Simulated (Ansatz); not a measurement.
## Run report: Ga$_{45}$Al$_{19}$As$_{64}$, single-point calculation (part 2 of 3)

The same run, continued: Ga$_{45}$Al$_{19}$As$_{64}$ (128 atoms in the cell); DFT, HSE06 with spin-orbit coupling, PAW, plane waves (Ansatz 0.2.0); cutoff 420 eV, 1×1×1 k-mesh, Fermi–Dirac smearing of 0.01 eV. The structure was built on a prototype by a generator; it need not be a known phase.

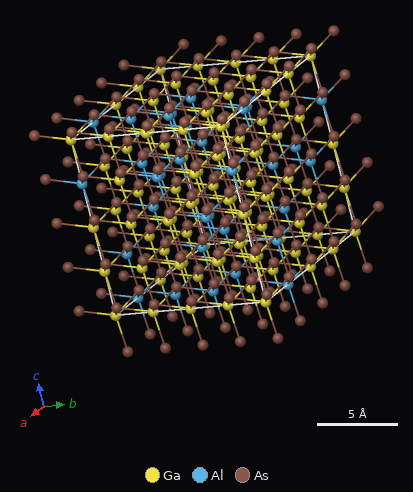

**Figure 1.** The input geometry (ball-and-stick view of the cell of the calculation, seen slightly off an axis; bonded neighbours outside the cell are drawn too).

### The program's output, continued
```
SCF iter   1: F=—  HF=-491318.915171 eV  |F-HF|=—  |Δ(HF+E_count)|=         —  Δρ=1.09e-2  dr2=1.37e0  dr2_m=0.00e0 (ungated)  ethr=5.90e-9  |M|=0.00e0 ∫|m|=0.00e0 μB  |m|>n=0.0e0 m-floor=0.0e0 τ_xc=0.0e0  β_m=0.30  ⟨swp⟩=17.0  Hψ=13532  notcnv=0
preconditioner: auto → none  [insulator: Δε(μ)=1.583 eV  Ē_g=15.896 eV  σ=0.010 eV  W_gap=1.00  n_scr=724 (ndim 8)  ℏωp=21.4 eV  f_vac=0.059  D(μ)=0.00/eV (n_scr^D=0)]
SCF iter   2: F=—  HF=-491318.005318 eV  |F-HF|=—  |Δ(HF+E_count)|=   9.10e-1  Δρ=5.69e-3  dr2=4.63e-1  dr2_m=0.00e0 (ungated)  ethr=5.90e-9  |M|=0.00e0 ∫|m|=0.00e0 μB  |m|>n=0.0e0 m-floor=0.0e0 τ_xc=0.0e0  β_m=0.39  ⟨swp⟩=6.0  Hψ=9589  notcnv=0
SCF iter   3: F=—  HF=-491317.892452 eV  |F-HF|=—  |Δ(HF+E_count)|=   1.13e-1  Δρ=2.09e-3  dr2=1.11e-1  dr2_m=0.00e0 (ungated)  ethr=5.90e-9  |M|=0.00e0 ∫|m|=0.00e0 μB  |m|>n=0.0e0 m-floor=0.0e0 τ_xc=0.0e0  β_m=0.51  ⟨swp⟩=6.0  Hψ=9537  notcnv=0
SCF iter   4: F=—  HF=-491318.435535 eV  |F-HF|=—  |Δ(HF+E_count)|=   5.43e-1  Δρ=1.50e-3  dr2=4.74e-2  dr2_m=0.00e0 (ungated)  ethr=5.90e-9  |M|=0.00e0 ∫|m|=0.00e0 μB  |m|>n=0.0e0 m-floor=0.0e0 τ_xc=0.0e0  β_m=0.51  ⟨swp⟩=6.0  Hψ=9795  notcnv=0
SCF iter   5: F=—  HF=-491318.430841 eV  |F-HF|=—  |Δ(HF+E_count)|=   4.69e-3  Δρ=3.72e-4  dr2=4.01e-2  dr2_m=0.00e0 (ungated)  ethr=5.90e-9  |M|=0.00e0 ∫|m|=0.00e0 μB  |m|>n=0.0e0 m-floor=0.0e0 τ_xc=0.0e0  β_m=0.39  ⟨swp⟩=5.0  Hψ=8872  notcnv=0
SCF iter   8: F=-491318.431845 eV  HF=-491318.431870 eV  |F-HF|=2.58e-5  |Δ(HF+E_count)|=   3.29e-4  Δρ=2.38e-5  dr2=8.37e-5  dr2_m=0.00e0 (ungated)  ethr=5.90e-9  |M|=0.00e0 ∫|m|=0.00e0 μB  |m|>n=0.0e0 m-floor=0.0e0 τ_xc=0.0e0  ⟨swp⟩=4.0  Hψ=5076  notcnv=0
SCF 2 stopped early in 8 iterations: F = -491318.431845 eV  dr2 = 8.37e-5
  Residual-converged pass: ⟨swp⟩=2.0  Hψ=6651  notcnv=0  max |occ|·‖R‖ = 6.6e-6 eV (tolerance 6.7e-6 eV)  dr2=8.41e-5  dr2_m=0.00e0 (ungated)  dr2_onsite=6.02e-6  max |Δocc| = 0.0e0
  greatest PAW one-centre occupation: 0.999 electrons in one spin orbital (limit 2), on the As atom at site 64 (counted from 0), in its partial waves of l = 2
hybrid outer 1: dexx = +5.868e-1 eV, tail = 2.45e-3 eV
Projection manifold: j_resolved (fully-relativistic pseudo-atomic orbitals)
SCF iter   1: F=—  HF=-491318.437437 eV  |F-HF|=—  |Δ(HF+E_count)|=         —  Δρ=5.23e-5  dr2=1.26e-4  dr2_m=0.00e0 (ungated)  ethr=7.64e-7  |M|=0.00e0 ∫|m|=0.00e0 μB  |m|>n=0.0e0 m-floor=0.0e0 τ_xc=0.0e0  β_m=0.30  ⟨swp⟩=12.0  Hψ=5117  notcnv=0
preconditioner: auto → none  [insulator: Δε(μ)=1.664 eV  Ē_g=15.750 eV  σ=0.010 eV  W_gap=1.00  n_scr=724 (ndim 8)  ℏωp=21.4 eV  f_vac=0.059  D(μ)=0.00/eV (n_scr^D=0)]
SCF iter   2: F=—  HF=-491318.437460 eV  |F-HF|=—  |Δ(HF+E_count)|=   2.37e-5  Δρ=3.57e-5  dr2=3.83e-5  dr2_m=0.00e0 (ungated)  ethr=6.08e-9  |M|=0.00e0 ∫|m|=0.00e0 μB  |m|>n=0.0e0 m-floor=0.0e0 τ_xc=0.0e0  β_m=0.32  ⟨swp⟩=4.0  Hψ=6073  notcnv=0
SCF iter   3: F=—  HF=-491318.437512 eV  |F-HF|=—  |Δ(HF+E_count)|=   5.19e-5  Δρ=2.90e-5  dr2=1.96e-5  dr2_m=0.00e0 (ungated)  ethr=1.85e-9  |M|=0.00e0 ∫|m|=0.00e0 μB  |m|>n=0.0e0 m-floor=0.0e0 τ_xc=0.0e0  β_m=0.32  ⟨swp⟩=7.0  Hψ=4806  notcnv=0  defer=102
SCF iter   4: F=—  HF=-491318.437508 eV  |F-HF|=—  |Δ(HF+E_count)|=   4.06e-6  Δρ=1.59e-5  dr2=4.48e-6  dr2_m=0.00e0 (ungated)  ethr=1.15e-9  |M|=0.00e0 ∫|m|=0.00e0 μB  |m|>n=0.0e0 m-floor=0.0e0 τ_xc=0.0e0  β_m=0.43  ⟨swp⟩=6.0  Hψ=4217  notcnv=0  defer=60
SCF iter   5: F=—  HF=-491318.437508 eV  |F-HF|=—  |Δ(HF+E_count)|=   5.84e-8  Δρ=4.31e-6  dr2=5.88e-7  dr2_m=0.00e0 (ungated)  ethr=2.04e-10  |M|=0.00e0 ∫|m|=0.00e0 μB  |m|>n=0.0e0 m-floor=0.0e0 τ_xc=0.0e0  β_m=0.56  ⟨swp⟩=5.0  Hψ=4969  notcnv=0  defer=57
SCF iter   6: F=—  HF=-491318.437510 eV  |F-HF|=—  |Δ(HF+E_count)|=   1.46e-6  Δρ=2.51e-6  dr2=8.71e-7  dr2_m=0.00e0 (ungated)  ethr=2.83e-11  |M|=0.00e0 ∫|m|=0.00e0 μB  |m|>n=0.0e0 m-floor=0.0e0 τ_xc=0.0e0  β_m=0.56  ⟨swp⟩=12.0  Hψ=6318  notcnv=0  defer=64
SCF iter   7: F=—  HF=-491318.437510 eV  |F-HF|=—  |Δ(HF+E_count)|=   7.95e-8  Δρ=1.02e-6  dr2=3.72e-7  dr2_m=0.00e0 (ungated)  ethr=2.83e-11  |M|=0.00e0 ∫|m|=0.00e0 μB  |m|>n=0.0e0 m-floor=0.0e0 τ_xc=0.0e0  β_m=0.42  ⟨swp⟩=8.0  Hψ=4397  notcnv=0  defer=48
SCF iter   8: F=-491318.437510 eV  HF=-491318.437510 eV  |F-HF|=2.85e-8  |Δ(HF+E_count)|=   7.49e-8  Δρ=3.58e-7  dr2=3.67e-8  dr2_m=0.00e0 (ungated)  ethr=2.23e-11  |M|=0.00e0 ∫|m|=0.00e0 μB  |m|>n=0.0e0 m-floor=0.0e0 τ_xc=0.0e0  ⟨swp⟩=7.0  Hψ=3829  notcnv=0
SCF 3 converged in 8 iterations: F = -491318.437510 eV  dr2 = 3.67e-8
  Residual-converged pass: ⟨swp⟩=3.0  Hψ=3599  notcnv=0  max |occ|·‖R‖ = 2.9e-6 eV (tolerance 3.6e-6 eV)  dr2=3.89e-8  dr2_m=0.00e0 (ungated)  dr2_onsite=2.54e-9  max |Δocc| = 0.0e0
  greatest PAW one-centre occupation: 0.999 electrons in one spin orbital (limit 2), on the As atom at site 79 (counted from 0), in its partial waves of l = 2
hybrid outer 2: dexx = +6.307e-5 eV, tail = 1.16e-6 eV, Δε = 2.38e-3 eV (about 7.28e-5 eV left of the loop's levels), ΔF = 4.58e-3 eV/Å (tail 7.55e-4)
Projection manifold: j_resolved (fully-relativistic pseudo-atomic orbitals)
SCF iter   1: F=—  HF=-491318.437507 eV  |F-HF|=—  |Δ(HF+E_count)|=         —  Δρ=1.38e-6  dr2=9.19e-8  dr2_m=0.00e0 (ungated)  ethr=3.62e-10  |M|=0.00e0 ∫|m|=0.00e0 μB  |m|>n=0.0e0 m-floor=0.0e0 τ_xc=0.0e0  β_m=0.30  ⟨swp⟩=20.0  Hψ=6149  notcnv=46
preconditioner: auto → none  [insulator: Δε(μ)=1.664 eV  Ē_g=15.749 eV  σ=0.010 eV  W_gap=1.00  n_scr=724 (ndim 8)  ℏωp=21.4 eV  f_vac=0.059  D(μ)=0.00/eV (n_scr^D=0)]
SCF iter   2: F=-491318.437507 eV  HF=-491318.437507 eV  |F-HF|=6.75e-9  |Δ(HF+E_count)|=   1.76e-8  Δρ=4.92e-7  dr2=1.77e-8  dr2_m=0.00e0 (ungated)  ethr=1.50e-11 (applied; sched 4.57e-12)  |M|=0.00e0 ∫|m|=0.00e0 μB  |m|>n=0.0e0 m-floor=0.0e0 τ_xc=0.0e0  ⟨swp⟩=3.0  Hψ=3748  notcnv=0
SCF 4 converged in 2 iterations: F = -491318.437507 eV  dr2 = 1.77e-8
  Residual-converged pass: ⟨swp⟩=2.0  Hψ=3526  notcnv=0  max |occ|·‖R‖ = 3.9e-6 eV (tolerance 4.6e-6 eV)  dr2=1.87e-8  dr2_m=0.00e0 (ungated)  dr2_onsite=1.26e-9  max |Δocc| = 0.0e0
hybrid outer 3: dexx = +3.533e-8 eV, tail = 3.78e-8 eV, Δε = 1.16e-4 eV (about 2.89e-5 eV left of the loop's levels), ΔF = 1.15e-4 eV/Å (tail 3.63e-4)
NSCF: frozen V_eff on 1 k-points
hybrid SCF converged: 3 outer / 18 inner (+12 warm-up), last move |dexx| = 3.53e-8 eV, tail = 3.78e-8 eV
Magnetization: |M| = 0.0000 μB,  M = (+0.0000, +0.0000, +0.0000) μB
Absolute magnetization: 0.0000 μB (∫|m|)
  site 0: m = (+0.0000, +0.0000, +0.0000) μB, |m| = 0.0000 μB  (R = 1.01 Å)
  site 1: m = (+0.0000, +0.0000, +0.0000) μB, |m| = 0.0000 μB  (R = 1.01 Å)
  site 2: m = (+0.0000, +0.0000, +0.0000) μB, |m| = 0.0000 μB  (R = 1.01 Å)
  site 3: m = (+0.0000, +0.0000, +0.0000) μB, |m| = 0.0000 μB  (R = 1.01 Å)
  site 4: m = (+0.0000, +0.0000, +0.0000) μB, |m| = 0.0000 μB  (R = 1.01 Å)
  site 5: m = (+0.0000, +0.0000, +0.0000) μB, |m| = 0.0000 μB  (R = 1.01 Å)
  site 6: m = (+0.0000, +0.0000, +0.0000) μB, |m| = 0.0000 μB  (R = 1.01 Å)
  site 7: m = (+0.0000, +0.0000, +0.0000) μB, |m| = 0.0000 μB  (R = 1.01 Å)
  site 8: m = (+0.0000, +0.0000, +0.0000) μB, |m| = 0.0000 μB  (R = 1.01 Å)
  site 9: m = (+0.0000, +0.0000, +0.0000) μB, |m| = 0.0000 μB  (R = 1.01 Å)
  site 10: m = (+0.0000, +0.0000, +0.0000) μB, |m| = 0.0000 μB  (R = 1.01 Å)
  site 11: m = (+0.0000, +0.0000, +0.0000) μB, |m| = 0.0000 μB  (R = 1.01 Å)
  site 12: m = (+0.0000, +0.0000, +0.0000) μB, |m| = 0.0000 μB  (R = 1.01 Å)
  site 13: m = (+0.0000, +0.0000, +0.0000) μB, |m| = 0.0000 μB  (R = 1.01 Å)
  site 14: m = (+0.0000, +0.0000, +0.0000) μB, |m| = 0.0000 μB  (R = 1.01 Å)
  site 15: m = (+0.0000, +0.0000, +0.0000) μB, |m| = 0.0000 μB  (R = 1.01 Å)
  site 16: m = (+0.0000, +0.0000, +0.0000) μB, |m| = 0.0000 μB  (R = 1.01 Å)
  site 17: m = (+0.0000, +0.0000, +0.0000) μB, |m| = 0.0000 μB  (R = 1.01 Å)
  site 18: m = (+0.0000, +0.0000, +0.0000) μB, |m| = 0.0000 μB  (R = 1.01 Å)
  site 19: m = (+0.0000, +0.0000, +0.0000) μB, |m| = 0.0000 μB  (R = 1.01 Å)
  site 20: m = (+0.0000, +0.0000, +0.0000) μB, |m| = 0.0000 μB  (R = 1.01 Å)
  site 21: m = (+0.0000, +0.0000, +0.0000) μB, |m| = 0.0000 μB  (R = 1.01 Å)
  site 22: m = (+0.0000, +0.0000, +0.0000) μB, |m| = 0.0000 μB  (R = 1.01 Å)
  site 23: m = (+0.0000, +0.0000, +0.0000) μB, |m| = 0.0000 μB  (R = 1.01 Å)
  site 24: m = (+0.0000, +0.0000, +0.0000) μB, |m| = 0.0000 μB  (R = 1.01 Å)
  site 25: m = (+0.0000, +0.0000, +0.0000) μB, |m| = 0.0000 μB  (R = 1.01 Å)
  site 26: m = (+0.0000, +0.0000, +0.0000) μB, |m| = 0.0000 μB  (R = 1.01 Å)
  site 27: m = (+0.0000, +0.0000, +0.0000) μB, |m| = 0.0000 μB  (R = 1.01 Å)
  site 28: m = (+0.0000, +0.0000, +0.0000) μB, |m| = 0.0000 μB  (R = 1.01 Å)
  site 29: m = (+0.0000, +0.0000, +0.0000) μB, |m| = 0.0000 μB  (R = 1.01 Å)
  site 30: m = (+0.0000, +0.0000, +0.0000) μB, |m| = 0.0000 μB  (R = 1.01 Å)
  site 31: m = (+0.0000, +0.0000, +0.0000) μB, |m| = 0.0000 μB  (R = 1.01 Å)
  site 32: m = (+0.0000, +0.0000, +0.0000) μB, |m| = 0.0000 μB  (R = 1.01 Å)
  site 33: m = (+0.0000, +0.0000, +0.0000) μB, |m| = 0.0000 μB  (R = 1.01 Å)
  site 34: m = (+0.0000, +0.0000, +0.0000) μB, |m| = 0.0000 μB  (R = 1.01 Å)
  site 35: m = (+0.0000, +0.0000, +0.0000) μB, |m| = 0.0000 μB  (R = 1.01 Å)
  site 36: m = (+0.0000, +0.0000, +0.0000) μB, |m| = 0.0000 μB  (R = 1.01 Å)
  site 37: m = (+0.0000, +0.0000, +0.0000) μB, |m| = 0.0000 μB  (R = 1.01 Å)
  site 38: m = (+0.0000, +0.0000, +0.0000) μB, |m| = 0.0000 μB  (R = 1.01 Å)
  site 39: m = (+0.0000, +0.0000, +0.0000) μB, |m| = 0.0000 μB  (R = 1.01 Å)
  site 40: m = (+0.0000, +0.0000, +0.0000) μB, |m| = 0.0000 μB  (R = 1.01 Å)
  site 41: m = (+0.0000, +0.0000, +0.0000) μB, |m| = 0.0000 μB  (R = 1.01 Å)
  site 42: m = (+0.0000, +0.0000, +0.0000) μB, |m| = 0.0000 μB  (R = 1.01 Å)
  site 43: m = (+0.0000, +0.0000, +0.0000) μB, |m| = 0.0000 μB  (R = 1.01 Å)
  site 44: m = (+0.0000, +0.0000, +0.0000) μB, |m| = 0.0000 μB  (R = 1.01 Å)
  site 45: m = (+0.0000, +0.0000, +0.0000) μB, |m| = 0.0000 μB  (R = 1.01 Å)
  site 46: m = (+0.0000, +0.0000, +0.0000) μB, |m| = 0.0000 μB  (R = 1.01 Å)
  site 47: m = (+0.0000, +0.0000, +0.0000) μB, |m| = 0.0000 μB  (R = 1.01 Å)
  site 48: m = (+0.0000, +0.0000, +0.0000) μB, |m| = 0.0000 μB  (R = 1.01 Å)
  site 49: m = (+0.0000, +0.0000, +0.0000) μB, |m| = 0.0000 μB  (R = 1.01 Å)
  site 50: m = (+0.0000, +0.0000, +0.0000) μB, |m| = 0.0000 μB  (R = 1.01 Å)
  site 51: m = (+0.0000, +0.0000, +0.0000) μB, |m| = 0.0000 μB  (R = 1.01 Å)
  site 52: m = (+0.0000, +0.0000, +0.0000) μB, |m| = 0.0000 μB  (R = 1.01 Å)
  site 53: m = (+0.0000, +0.0000, +0.0000) μB, |m| = 0.0000 μB  (R = 1.01 Å)
  site 54: m = (+0.0000, +0.0000, +0.0000) μB, |m| = 0.0000 μB  (R = 1.01 Å)
  site 55: m = (+0.0000, +0.0000, +0.0000) μB, |m| = 0.0000 μB  (R = 1.01 Å)
  site 56: m = (+0.0000, +0.0000, +0.0000) μB, |m| = 0.0000 μB  (R = 1.01 Å)
  site 57: m = (+0.0000, +0.0000, +0.0000) μB, |m| = 0.0000 μB  (R = 1.01 Å)
  site 58: m = (+0.0000, +0.0000, +0.0000) μB, |m| = 0.0000 μB  (R = 1.01 Å)
  site 59: m = (+0.0000, +0.0000, +0.0000) μB, |m| = 0.0000 μB  (R = 1.01 Å)
  site 60: m = (+0.0000, +0.0000, +0.0000) μB, |m| = 0.0000 μB  (R = 1.01 Å)
  site 61: m = (+0.0000, +0.0000, +0.0000) μB, |m| = 0.0000 μB  (R = 1.01 Å)
  site 62: m = (+0.0000, +0.0000, +0.0000) μB, |m| = 0.0000 μB  (R = 1.01 Å)
  site 63: m = (+0.0000, +0.0000, +0.0000) μB, |m| = 0.0000 μB  (R = 1.01 Å)
  site 64: m = (+0.0000, +0.0000, +0.0000) μB, |m| = 0.0000 μB  (R = 1.01 Å)
  site 65: m = (+0.0000, +0.0000, +0.0000) μB, |m| = 0.0000 μB  (R = 1.01 Å)
  site 66: m = (+0.0000, +0.0000, +0.0000) μB, |m| = 0.0000 μB  (R = 1.01 Å)
  site 67: m = (+0.0000, +0.0000, +0.0000) μB, |m| = 0.0000 μB  (R = 1.01 Å)
  site 68: m = (+0.0000, +0.0000, +0.0000) μB, |m| = 0.0000 μB  (R = 1.01 Å)
  site 69: m = (+0.0000, +0.0000, +0.0000) μB, |m| = 0.0000 μB  (R = 1.01 Å)
  site 70: m = (+0.0000, +0.0000, +0.0000) μB, |m| = 0.0000 μB  (R = 1.01 Å)
  site 71: m = (+0.0000, +0.0000, +0.0000) μB, |m| = 0.0000 μB  (R = 1.01 Å)
  site 72: m = (+0.0000, +0.0000, +0.0000) μB, |m| = 0.0000 μB  (R = 1.01 Å)
  site 73: m = (+0.0000, +0.0000, +0.0000) μB, |m| = 0.0000 μB  (R = 1.01 Å)
  site 74: m = (+0.0000, +0.0000, +0.0000) μB, |m| = 0.0000 μB  (R = 1.01 Å)
  site 75: m = (+0.0000, +0.0000, +0.0000) μB, |m| = 0.0000 μB  (R = 1.01 Å)
  site 76: m = (+0.0000, +0.0000, +0.0000) μB, |m| = 0.0000 μB  (R = 1.01 Å)
  site 77: m = (+0.0000, +0.0000, +0.0000) μB, |m| = 0.0000 μB  (R = 1.01 Å)
  site 78: m = (+0.0000, +0.0000, +0.0000) μB, |m| = 0.0000 μB  (R = 1.01 Å)
  site 79: m = (+0.0000, +0.0000, +0.0000) μB, |m| = 0.0000 μB  (R = 1.01 Å)
  site 80: m = (+0.0000, +0.0000, +0.0000) μB, |m| = 0.0000 μB  (R = 1.01 Å)
  site 81: m = (+0.0000, +0.0000, +0.0000) μB, |m| = 0.0000 μB  (R = 1.01 Å)
  site 82: m = (+0.0000, +0.0000, +0.0000) μB, |m| = 0.0000 μB  (R = 1.01 Å)
  site 83: m = (+0.0000, +0.0000, +0.0000) μB, |m| = 0.0000 μB  (R = 1.01 Å)
  site 84: m = (+0.0000, +0.0000, +0.0000) μB, |m| = 0.0000 μB  (R = 1.01 Å)
  site 85: m = (+0.0000, +0.0000, +0.0000) μB, |m| = 0.0000 μB  (R = 1.01 Å)
  site 86: m = (+0.0000, +0.0000, +0.0000) μB, |m| = 0.0000 μB  (R = 1.01 Å)
  site 87: m = (+0.0000, +0.0000, +0.0000) μB, |m| = 0.0000 μB  (R = 1.01 Å)
  site 88: m = (+0.0000, +0.0000, +0.0000) μB, |m| = 0.0000 μB  (R = 1.01 Å)
  site 89: m = (+0.0000, +0.0000, +0.0000) μB, |m| = 0.0000 μB  (R = 1.01 Å)
  site 90: m = (+0.0000, +0.0000, +0.0000) μB, |m| = 0.0000 μB  (R = 1.01 Å)
  site 91: m = (+0.0000, +0.0000, +0.0000) μB, |m| = 0.0000 μB  (R = 1.01 Å)
  site 92: m = (+0.0000, +0.0000, +0.0000) μB, |m| = 0.0000 μB  (R = 1.01 Å)
  site 93: m = (+0.0000, +0.0000, +0.0000) μB, |m| = 0.0000 μB  (R = 1.01 Å)
  site 94: m = (+0.0000, +0.0000, +0.0000) μB, |m| = 0.0000 μB  (R = 1.01 Å)
  site 95: m = (+0.0000, +0.0000, +0.0000) μB, |m| = 0.0000 μB  (R = 1.01 Å)
  site 96: m = (+0.0000, +0.0000, +0.0000) μB, |m| = 0.0000 μB  (R = 1.01 Å)
  site 97: m = (+0.0000, +0.0000, +0.0000) μB, |m| = 0.0000 μB  (R = 1.01 Å)
  site 98: m = (+0.0000, +0.0000, +0.0000) μB, |m| = 0.0000 μB  (R = 1.01 Å)
  site 99: m = (+0.0000, +0.0000, +0.0000) μB, |m| = 0.0000 μB  (R = 1.01 Å)
  site 100: m = (+0.0000, +0.0000, +0.0000) μB, |m| = 0.0000 μB  (R = 1.01 Å)
  site 101: m = (+0.0000, +0.0000, +0.0000) μB, |m| = 0.0000 μB  (R = 1.01 Å)
  site 102: m = (+0.0000, +0.0000, +0.0000) μB, |m| = 0.0000 μB  (R = 1.01 Å)
  site 103: m = (+0.0000, +0.0000, +0.0000) μB, |m| = 0.0000 μB  (R = 1.01 Å)
  site 104: m = (+0.0000, +0.0000, +0.0000) μB, |m| = 0.0000 μB  (R = 1.01 Å)
```
